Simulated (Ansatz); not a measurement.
Zn: molecular dynamics (part 2 of 4)

Zn (defect cell, 13 atoms in the cell); DFT PBE-D3(BJ), scalar-relativistic, plane waves, PAW, no spin polarisation (Ansatz 0.2.0); cutoff 420 eV, 2×2×2 k-mesh, Fermi–Dirac smearing of 0.1 eV. It belongs to a series of runs on one base structure; here: dynamics from the start.

Geometry of the input (Å; fractional positions):
```
5.3200  0.0000  0.0000
-3.9900  6.9109  0.0000
0.0000  0.0000  4.9370
Zn 0.0190  -0.0232  -0.0147
Zn 0.1580  0.2229  0.4214
Zn -0.0504  0.2834  -0.1254
Zn 0.2079  0.5749  0.5590
Zn 0.0260  0.6350  0.0068
Zn 0.0747  0.8301  0.4222
Zn 0.5240  -0.0239  0.1197
Zn 0.7817  0.3191  0.3333
Zn 0.4510  0.3323  -0.0081
Zn 0.6536  0.5414  0.5902
Zn 0.5361  0.6617  0.0954
Zn 0.6667  0.8872  0.5930
Zn 0.4480  0.0949  0.6653
```

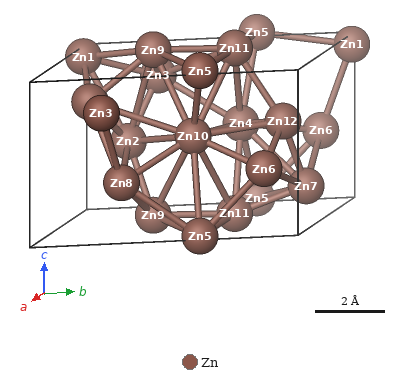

*The geometry at step 84 of the log (ball-and-stick view of the cell of the calculation, seen slightly off an axis; atoms are numbered from 1 in the order of the input).*

### Output, continued
```
md step    56: t =   168.00 fs  T =  1964.3 K  F+E_penalty+E_count = -43150.57172154 eV  E_kin = 3.046818 eV  conserved = -43147.52490382 eV  (4 SCF iters, 3 dispersion substeps)
md step    57: t =   171.00 fs  T =  1938.8 K  F+E_penalty+E_count = -43150.53203734 eV  E_kin = 3.007269 eV  conserved = -43147.52476827 eV  (4 SCF iters, 3 dispersion substeps)
md step    58: t =   174.00 fs  T =  1888.7 K  F+E_penalty+E_count = -43150.45409301 eV  E_kin = 2.929663 eV  conserved = -43147.52443019 eV  (4 SCF iters, 3 dispersion substeps)
md step    59: t =   177.00 fs  T =  1817.7 K  F+E_penalty+E_count = -43150.34332542 eV  E_kin = 2.819441 eV  conserved = -43147.52388437 eV  (4 SCF iters, 3 dispersion substeps)
md step    60: t =   180.00 fs  T =  1731.4 K  F+E_penalty+E_count = -43150.20871092 eV  E_kin = 2.685584 eV  conserved = -43147.52312741 eV  (9 SCF iters, 3 dispersion substeps)
md step    61: t =   183.00 fs  T =  1637.8 K  F+E_penalty+E_count = -43150.06266699 eV  E_kin = 2.540474 eV  conserved = -43147.52219270 eV  (5 SCF iters, 3 dispersion substeps)
md step    62: t =   186.00 fs  T =  1546.7 K  F+E_penalty+E_count = -43149.92036807 eV  E_kin = 2.399189 eV  conserved = -43147.52117869 eV  (4 SCF iters, 3 dispersion substeps)
md step    63: t =   189.00 fs  T =  1468.5 K  F+E_penalty+E_count = -43149.79807381 eV  E_kin = 2.277819 eV  conserved = -43147.52025443 eV  (4 SCF iters, 3 dispersion substeps)
md step    64: t =   192.00 fs  T =  1412.4 K  F+E_penalty+E_count = -43149.71045193 eV  E_kin = 2.190827 eV  conserved = -43147.51962484 eV  (5 SCF iters, 3 dispersion substeps)
md step    65: t =   195.00 fs  T =  1384.8 K  F+E_penalty+E_count = -43149.66745048 eV  E_kin = 2.147992 eV  conserved = -43147.51945875 eV  (4 SCF iters, 3 dispersion substeps)
md step    66: t =   198.00 fs  T =  1387.3 K  F+E_penalty+E_count = -43149.67175895 eV  E_kin = 2.151942 eV  conserved = -43147.51981646 eV  (4 SCF iters, 3 dispersion substeps)
md step    67: t =   201.00 fs  T =  1416.6 K  F+E_penalty+E_count = -43149.71790768 eV  E_kin = 2.197289 eV  conserved = -43147.52061888 eV  (4 SCF iters, 3 dispersion substeps)
md step    68: t =   204.00 fs  T =  1464.6 K  F+E_penalty+E_count = -43149.79344347 eV  E_kin = 2.271762 eV  conserved = -43147.52168137 eV  (4 SCF iters, 3 dispersion substeps)
md step    69: t =   207.00 fs  T =  1520.8 K  F+E_penalty+E_count = -43149.88169907 eV  E_kin = 2.358908 eV  conserved = -43147.52279117 eV  (4 SCF iters, 3 dispersion substeps)
md step    70: t =   210.00 fs  T =  1573.9 K  F+E_penalty+E_count = -43149.96505748 eV  E_kin = 2.441280 eV  conserved = -43147.52377764 eV  (8 SCF iters, 3 dispersion substeps)
md step    71: t =   213.00 fs  T =  1613.8 K  F+E_penalty+E_count = -43150.02767200 eV  E_kin = 2.503131 eV  conserved = -43147.52454120 eV  (5 SCF iters, 3 dispersion substeps)
md step    72: t =   216.00 fs  T =  1632.5 K  F+E_penalty+E_count = -43150.05719216 eV  E_kin = 2.532156 eV  conserved = -43147.52503597 eV  (4 SCF iters, 3 dispersion substeps)
md step    73: t =   219.00 fs  T =  1624.9 K  F+E_penalty+E_count = -43150.04567172 eV  E_kin = 2.520437 eV  conserved = -43147.52523498 eV  (4 SCF iters, 3 dispersion substeps)
md step    74: t =   222.00 fs  T =  1589.2 K  F+E_penalty+E_count = -43149.99010874 eV  E_kin = 2.465001 eV  conserved = -43147.52510800 eV  (5 SCF iters, 3 dispersion substeps)
md step    75: t =   225.00 fs  T =  1526.8 K  F+E_penalty+E_count = -43149.89293127 eV  E_kin = 2.368307 eV  conserved = -43147.52462429 eV  (5 SCF iters, 3 dispersion substeps)
md step    76: t =   228.00 fs  T =  1443.2 K  F+E_penalty+E_count = -43149.76238263 eV  E_kin = 2.238603 eV  conserved = -43147.52377958 eV  (4 SCF iters, 3 dispersion substeps)
md step    77: t =   231.00 fs  T =  1347.3 K  F+E_penalty+E_count = -43149.61242321 eV  E_kin = 2.089790 eV  conserved = -43147.52263276 eV  (4 SCF iters, 3 dispersion substeps)
md step    78: t =   234.00 fs  T =  1250.9 K  F+E_penalty+E_count = -43149.46162669 eV  E_kin = 1.940292 eV  conserved = -43147.52133480 eV  (4 SCF iters, 3 dispersion substeps)
md step    79: t =   237.00 fs  T =  1167.3 K  F+E_penalty+E_count = -43149.33070102 eV  E_kin = 1.810576 eV  conserved = -43147.52012464 eV  (4 SCF iters, 3 dispersion substeps)
md step    80: t =   240.00 fs  T =  1108.5 K  F+E_penalty+E_count = -43149.23876319 eV  E_kin = 1.719491 eV  conserved = -43147.51927174 eV  (8 SCF iters, 3 dispersion substeps)
md step    81: t =   243.00 fs  T =  1083.3 K  F+E_penalty+E_count = -43149.19923338 eV  E_kin = 1.680254 eV  conserved = -43147.51897926 eV  (5 SCF iters, 3 dispersion substeps)
md step    82: t =   246.00 fs  T =  1094.4 K  F+E_penalty+E_count = -43149.21677578 eV  E_kin = 1.697483 eV  conserved = -43147.51929278 eV  (4 SCF iters, 3 dispersion substeps)
md step    83: t =   249.00 fs  T =  1138.9 K  F+E_penalty+E_count = -43149.28658635 eV  E_kin = 1.766512 eV  conserved = -43147.52007433 eV  (4 SCF iters, 3 dispersion substeps)
md step    84: t =   252.00 fs  T =  1209.0 K  F+E_penalty+E_count = -43149.39639198 eV  E_kin = 1.875328 eV  conserved = -43147.52106389 eV  (5 SCF iters, 3 dispersion substeps)
md step    85: t =   255.00 fs  T =  1294.7 K  F+E_penalty+E_count = -43149.53028668 eV  E_kin = 2.008295 eV  conserved = -43147.52199143 eV  (5 SCF iters, 3 dispersion substeps)
md step    86: t =   258.00 fs  T =  1386.2 K  F+E_penalty+E_count = -43149.67278681 eV  E_kin = 2.150111 eV  conserved = -43147.52267627 eV  (4 SCF iters, 3 dispersion substeps)
md step    87: t =   261.00 fs  T =  1475.4 K  F+E_penalty+E_count = -43149.81165470 eV  E_kin = 2.288588 eV  conserved = -43147.52306650 eV  (4 SCF iters, 3 dispersion substeps)
md step    88: t =   264.00 fs  T =  1557.4 K  F+E_penalty+E_count = -43149.93887344 eV  E_kin = 2.415657 eV  conserved = -43147.52321650 eV  (4 SCF iters, 3 dispersion substeps)
md step    89: t =   267.00 fs  T =  1629.0 K  F+E_penalty+E_count = -43150.05004911 eV  E_kin = 2.526819 eV  conserved = -43147.52322993 eV  (4 SCF iters, 3 dispersion substeps)
md step    90: t =   270.00 fs  T =  1689.0 K  F+E_penalty+E_count = -43150.14303407 eV  E_kin = 2.619831 eV  conserved = -43147.52320300 eV  (9 SCF iters, 3 dispersion substeps)
md step    91: t =   273.00 fs  T =  1736.4 K  F+E_penalty+E_count = -43150.21659273 eV  E_kin = 2.693403 eV  conserved = -43147.52318986 eV  (5 SCF iters, 3 dispersion substeps)
md step    92: t =   276.00 fs  T =  1770.6 K  F+E_penalty+E_count = -43150.26962139 eV  E_kin = 2.746425 eV  conserved = -43147.52319667 eV  (4 SCF iters, 3 dispersion substeps)
md step    93: t =   279.00 fs  T =  1790.9 K  F+E_penalty+E_count = -43150.30102719 eV  E_kin = 2.777829 eV  conserved = -43147.52319824 eV  (4 SCF iters, 3 dispersion substeps)
md step    94: t =   282.00 fs  T =  1796.7 K  F+E_penalty+E_count = -43150.31005923 eV  E_kin = 2.786898 eV  conserved = -43147.52316083 eV  (4 SCF iters, 3 dispersion substeps)
md step    95: t =   285.00 fs  T =  1788.2 K  F+E_penalty+E_count = -43150.29677249 eV  E_kin = 2.773714 eV  conserved = -43147.52305866 eV  (4 SCF iters, 3 dispersion substeps)
md step    96: t =   288.00 fs  T =  1766.1 K  F+E_penalty+E_count = -43150.26237741 eV  E_kin = 2.739496 eV  conserved = -43147.52288131 eV  (5 SCF iters, 3 dispersion substeps)
md step    97: t =   291.00 fs  T =  1732.1 K  F+E_penalty+E_count = -43150.20938372 eV  E_kin = 2.686753 eV  conserved = -43147.52263076 eV  (4 SCF iters, 3 dispersion substeps)
md step    98: t =   294.00 fs  T =  1688.6 K  F+E_penalty+E_count = -43150.14156805 eV  E_kin = 2.619252 eV  conserved = -43147.52231620 eV  (4 SCF iters, 3 dispersion substeps)
md step    99: t =   297.00 fs  T =  1638.7 K  F+E_penalty+E_count = -43150.06382952 eV  E_kin = 2.541878 eV  conserved = -43147.52195140 eV  (5 SCF iters, 3 dispersion substeps)
md step   100: t =   300.00 fs  T =  1586.2 K  F+E_penalty+E_count = -43149.98195909 eV  E_kin = 2.460402 eV  conserved = -43147.52155692 eV  (9 SCF iters, 3 dispersion substeps)
md step   101: t =   303.00 fs  T =  1535.1 K  F+E_penalty+E_count = -43149.90229785 eV  E_kin = 2.381135 eV  conserved = -43147.52116289 eV  (5 SCF iters, 3 dispersion substeps)
md step   102: t =   306.00 fs  T =  1489.5 K  F+E_penalty+E_count = -43149.83125658 eV  E_kin = 2.310450 eV  conserved = -43147.52080630 eV  (5 SCF iters, 3 dispersion substeps)
md step   103: t =   309.00 fs  T =  1453.3 K  F+E_penalty+E_count = -43149.77471878 eV  E_kin = 2.254192 eV  conserved = -43147.52052683 eV  (4 SCF iters, 3 dispersion substeps)
md step   104: t =   312.00 fs  T =  1429.3 K  F+E_penalty+E_count = -43149.73740786 eV  E_kin = 2.217048 eV  conserved = -43147.52036005 eV  (4 SCF iters, 3 dispersion substeps)
md step   105: t =   315.00 fs  T =  1419.6 K  F+E_penalty+E_count = -43149.72232050 eV  E_kin = 2.201989 eV  conserved = -43147.52033131 eV  (4 SCF iters, 3 dispersion substeps)
md step   106: t =   318.00 fs  T =  1424.7 K  F+E_penalty+E_count = -43149.73030533 eV  E_kin = 2.209849 eV  conserved = -43147.52045615 eV  (4 SCF iters, 3 dispersion substeps)
md step   107: t =   321.00 fs  T =  1443.5 K  F+E_penalty+E_count = -43149.75982137 eV  E_ki
SCF 140 converged in 4 iterations: F = -43149.661712 eV  dr2 = 4.55e-9
md step   139: t =   417.00 fs  T =  1379.5 K  F+E_penalty+E_count = -43149.66171163 eV  E_kin = 2.139841 eV  conserved = -43147.52187029 eV  (4 SCF iters, 3 dispersion substeps)
iter 1 solved again at ethr=1.60e-6 eV; its pass at ethr=3.10e-3 eV (dr2=2.49e-3 eV) is discarded
SCF iter   1: F=—  HF=-43149.647117 eV  |F-HF|=—  |Δ(HF+E_count)|=         —  Δρ=1.35e-3  dr2=2.38e-3  ethr=1.60e-6  ⟨swp⟩=2.0  Hψ=4258  notcnv=0
preconditioner: auto → Kerker (q_TF=auto, 2.660 Å⁻¹)  [metal: Δε(μ)=0.059 eV  Ē_g=11.200 eV  σ=0.100 eV  W_gap=0.15  n_scr=46 (ndim 8)  ℏωp=34.4 eV  f_vac=0.000  D(μ)=3.18/eV (n_scr^D=18)]
SCF iter   2: F=—  HF=-43149.646632 eV  |F-HF|=—  |Δ(HF+E_count)|=   4.84e-4  Δρ=7.69e-4  dr2=9.14e-4  ethr=1.53e-6  ⟨swp⟩=1.0  Hψ=752  notcnv=0
SCF iter   3: F=—  HF=-43149.646487 eV  |F-HF|=—  |Δ(HF+E_count)|=   1.46e-4  Δρ=3.68e-4  dr2=1.72e-4  ethr=5.86e-7  ⟨swp⟩=2.0  Hψ=1363  notcnv=0
SCF iter   4: F=—  HF=-43149.646400 eV  |F-HF|=—  |Δ(HF+E_count)|=   8.64e-5  Δρ=1.12e-4  dr2=2.32e-5  ethr=1.11e-7  ⟨swp⟩=2.0  Hψ=1370  notcnv=0
SCF iter   5: F=—  HF=-43149.646385 eV  |F-HF|=—  |Δ(HF+E_count)|=   1.54e-5  Δρ=2.77e-5  dr2=1.51e-6  ethr=1.49e-8  ⟨swp⟩=3.0  Hψ=1411  notcnv=0
SCF iter   6: F=—  HF=-43149.646436 eV  |F-HF|=—  |Δ(HF+E_count)|=   5.07e-5  Δρ=2.16e-5  dr2=4.93e-7  ethr=9.69e-10  ⟨swp⟩=2.0  Hψ=1372  notcnv=0
SCF iter   7: F=—  HF=-43149.646435 eV  |F-HF|=—  |Δ(HF+E_count)|=   2.92e-7  Δρ=6.90e-6  dr2=6.49e-8  ethr=3.16e-10  ⟨swp⟩=2.0  Hψ=1372  notcnv=0
SCF iter   8: F=-43149.646435 eV  HF=-43149.646435 eV  |F-HF|=5.22e-9  |Δ(HF+E_count)|=   4.03e-9  Δρ=1.76e-6  dr2=6.03e-9  ethr=8.33e-12  ⟨swp⟩=5.0  Hψ=3238  notcnv=0
SCF 141 converged in 8 iterations: F = -43149.646435 eV  dr2 = 6.03e-9
md step   140: t =   420.00 fs  T =  1369.8 K  F+E_penalty+E_count = -43149.64643520 eV  E_kin = 2.124761 eV  conserved = -43147.52167400 eV  (8 SCF iters, 3 dispersion substeps)
```

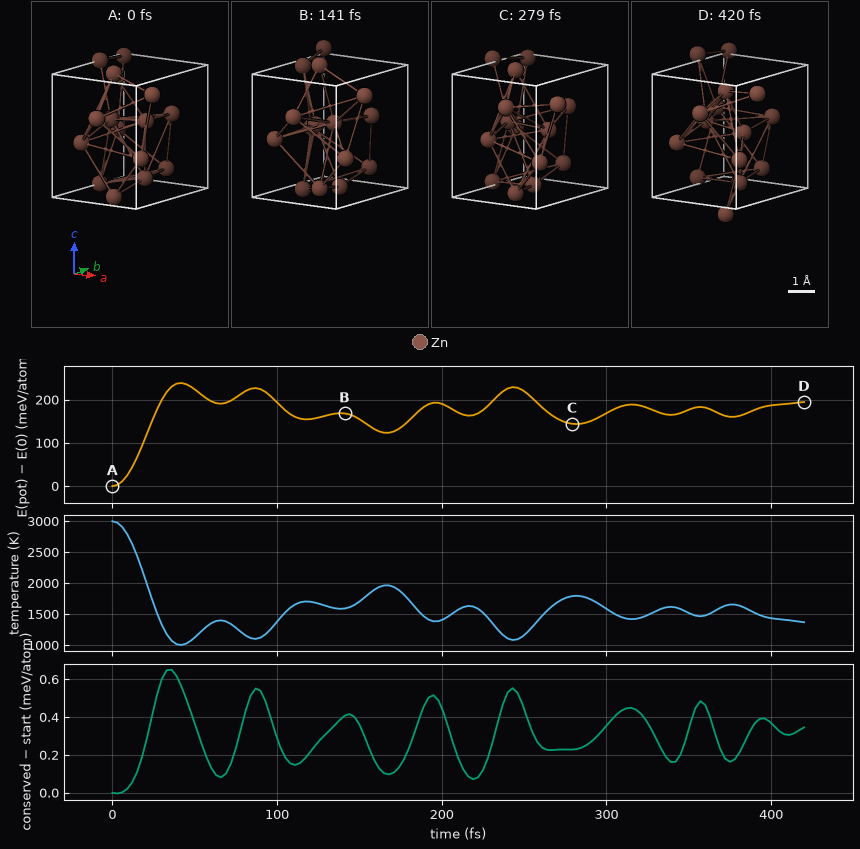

*Frames of the molecular dynamics (ball-and-stick, simulation cell, seen slightly off an axis) above the curves, on which the letters mark them.*

The trajectory kept here has 141 frames over 420 fs. The temperature starts at 3000 K, ranges from 1003 to 3000 K and averages 1508 K over the second half. The potential energy ends 194.9 meV/atom above its first value. The conserved quantity stays within 0.65 meV/atom. With the common drift removed, the root-mean-square displacement is 0.48 Å, and Zn6 has moved furthest (0.97 Å).

```
SCF converged after 8 iterations
Free energy (F): -43149.646435 eV
Harris-Foulkes:  -43149.646435 eV  (|F-HF|=5.22e-9)
Internal energy: -43149.540771 eV  (E = F + TS)
E sigma→0 (E₀):  -43149.593603 eV
Entropy (-TS):   -0.105664 eV (-8.128 meV/atom)
Fermi energy:    12.053729 eV
--- Per-component energies (eV) ---
  E_band       = 783.977473
  E_kinetic    = 1723.914333
  E_local      = -19797.819241  (includes V_loc(G=0)·N_el)
  E_nonlocal   = 7923.361423
  E_hartree    = 8346.362810
  E_xc         = -1805.746147
  E_vxc        = -704.099404  (∫ρ·V_xc dr)
  E_paw        = -23700.798506  (= ΣΔE_a)
  E_vpaw       = -5054.097127  (= ΣTr[D̂ρ^β])
  E_aug_tail   = -0.004741  (compensation charges beyond the density's cutoff)
  E_ewald      = -15833.093775
  E_disp       = -5.716928  (pairwise vdW)
  E_smearing   = -0.105664  (= −TS)
  E_closure    = 0.000000  (closes the sum)
  Σ components = -43149.646435   (vs F -43149.646435, Δ=0.00e0)
--- Forces (eV/Å), atoms counted from 1 ---
  atom   1  Zn     0.63646931    -1.09592154    -0.16849654
  atom   2  Zn     0.27143541    -0.05359617     0.05098647
  atom   3  Zn    -0.70299396     0.37075595     0.87215724
  atom   4  Zn    -0.87133705     0.72486199     0.23350614
  atom   5  Zn     1.70570063    -0.29162793     1.54737541
  atom   6  Zn     0.16940821     1.07288445    -1.27453760
  atom   7  Zn     0.06415687     0.13550387     1.11232908
  atom   8  Zn    -0.40615421    -1.23154429    -0.85116388
  atom   9  Zn     0.55532449    -1.64014228     2.19327179
  atom  10  Zn     0.86360708     0.85560405    -2.01948039
  atom  11  Zn    -2.26212851     0.52812657    -0.35222114
  atom  12  Zn    -0.14826458     0.33882870     0.03186683
  atom  13  Zn     0.12477250     0.28627481    -1.37559484
  max |Σ_I F_I| component: 8.20e-6 eV/Å
--- MD trajectory: 140 steps, t = 0.0 → 420.0 fs ---
  final state: T = 1369.8 K   F+E_penalty+E_count = -43149.64643520 eV   E_kin = 2.124761 eV
  conserved energy: peak-to-peak 8.505e-3 eV (6.542e-4 eV/atom) over 420.0 fs
```

### Trajectory as extended XYZ (Å, eV, eV/Å), 33 of the 141 frames kept, from step=0 to step=140
```
13
Lattice="5.3200 0.0000 0.0000 -3.9900 6.9109 0.0000 0.0000 0.0000 4.9370" Properties=species:S:1:pos:R:3:forces:R:3 step=0 time_fs=0.0 energy=-43152.17953 temperature=3000.0
Zn    0.1935   -0.1604   -0.0725   -0.0027   0.0122   0.0108
Zn   -0.0486    1.5405    2.0803   -0.0273   0.0167  -0.0141
Zn   -1.3987    1.9586   -0.6189    0.0011   0.0048  -0.0138
Zn   -1.1877    3.9731    2.7596    0.0026  -0.0003  -0.0219
Zn   -2.3955    4.3882    0.0336    0.0213   0.0057   0.0209
Zn   -2.9151    5.7370    2.0841   -0.0250  -0.0176  -0.0054
Zn    2.8831   -0.1653    0.5908   -0.0009   0.0080   0.0159
Zn    2.8854    2.2054    1.6454    0.0309   0.0218  -0.0066
Zn    1.0738    2.2963   -0.0400   -0.0156  -0.0368   0.0055
Zn    1.3169    3.7417    2.9139    0.0118   0.0006   0.0156
Zn    0.2121    4.5729    0.4711    0.0085  -0.0259   0.0090
Zn    0.0067    6.1314    2.9276   -0.0030   0.0122  -0.0149
Zn    2.0044    0.6562    3.2847   -0.0016  -0.0014  -0.0009
13
Lattice="5.3200 0.0000 0.0000 -3.9900 6.9109 0.0000 0.0000 0.0000 4.9370" Properties=species:S:1:pos:R:3:forces:R:3 step=4 time_fs=12.0 energy=-43151.61350 temperature=2635.5
Zn    0.1092   -0.0731   -0.0325    0.5430  -0.3218   0.0471
Zn   -0.0463    1.5132    2.1460    0.0087  -0.0420  -0.1830
Zn   -1.3752    1.9208   -0.4556    0.1525   0.4948  -1.6165
Zn   -1.1303    3.9806    2.6777   -0.2687  -0.1418   0.5940
Zn   -2.5080    4.5056    0.0387    0.7043  -0.3322  -0.7885
Zn   -2.8868    5.5951    2.1594   -0.2657   0.6947   0.2310
Zn    2.8980   -0.1830    0.5601   -0.5560  -0.1514   0.1570
Zn    3.0219    2.2358    1.5899   -1.2226  -0.1004   1.0473
Zn    1.1034    2.2976   -0.1075    0.0127  -0.1306   1.0704
Zn    1.2323    3.6129    2.8999    0.7301   0.4780  -0.4362
Zn    0.3077    4.6198    0.4449   -0.5260  -0.2537  -0.0118
Zn   -0.0554    6.1766    2.8749    0.3764  -0.1015   0.1247
Zn    1.9598    0.6738    3.2639    0.3114  -0.0921  -0.2353
13
Lattice="5.3200 0.0000 0.0000 -3.9900 6.9109 0.0000 0.0000 0.0000 4.9370" Properties=species:S:1:pos:R:3:forces:R:3 step=9 time_fs=27.0 energy=-43149.88453 temperature=1524.7
Zn    0.0220    0.0246    0.0186    1.3314  -1.0041  -0.0113
Zn   -0.0443    1.4770    2.2226   -0.3531  -0.3017  -0.3217
Zn   -1.3396    1.8884   -0.3061    0.5859   0.8169  -4.0104
Zn   -1.0662    3.9868    2.5927   -0.2927   0.1072   0.8401
Zn   -2.6259    4.6424    0.0209    1.6174  -0.4872  -1.2880
Zn   -2.8603    5.4391    2.2608   -0.6249   1.2425   0.4098
Zn    2.8991   -0.2099    0.5262   -1.0668  -0.2605   0.1700
Zn    3.1519    2.2719    1.5570   -2.9237   0.1040   2.8255
Zn    1.1412    2.2953   -0.1580    0.1350  -0.1753   2.1083
Zn    1.1503    3.4677    2.8683    1.6063   1.1054  -0.9035
Zn    0.4094    4.6705    0.4123   -1.4480  -0.4685   0.1103
Zn   -0.1214    6.2296    2.8130    0.6964  -0.2611   0.2810
Zn    1.9142    0.6921    3.2312    0.7368  -0.4175  -0.2101
```
